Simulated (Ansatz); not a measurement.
```
Al Cu
1.0
     4.02181    0.00000    0.00000
     0.00000    4.02181    0.00000
     0.00000    0.00000    3.35258
Al Cu
3 1
Direct
  0.00000 0.50000 0.50000
  0.50000 0.00000 0.50000
  0.50000 0.50000 0.00000
  0.00000 0.00000 0.00000
```

Space group P4/mmm; a point of a scan over the structure, not its minimum; a structure from a database of computed crystals, not necessarily the ambient phase; computed pressure about 7 GPa in this cell; computed without spin polarisation; PAW files of the earlier set (soft_1).

Theory: Ansatz, DFT LDA, scalar-relativistic, plane waves, PAW.

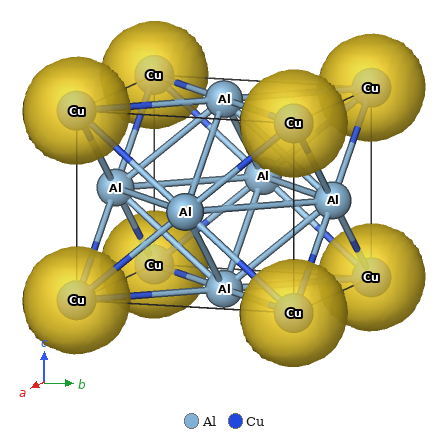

Al₃Cu. Isosurface of the valence charge density (pseudo) at 0.5 e/Å³ (yellow), seen slightly off an axis. Sticks mark near contacts.

Which contacts does the surface bridge?

Answer. At this value the density breaks into separate islands; it holds about 60 % of the electrons treated as valence (semicore included). It bridges none of the near contacts. It is pinched off along the sampled Al–Al (2.62 Å), Al–Cu (2.62 Å), Al–Al (2.84 Å) and Al–Cu (2.84 Å) contacts. On the grid the lowest density along these lines, outside the cores, is 0.25 e/Å³ (Al–Al, 2.62 Å), 0.23 e/Å³ (Al–Cu, 2.62 Å), 0.22 e/Å³ (Al–Al, 2.84 Å) and 0.22 e/Å³ (Al–Cu, 2.84 Å).
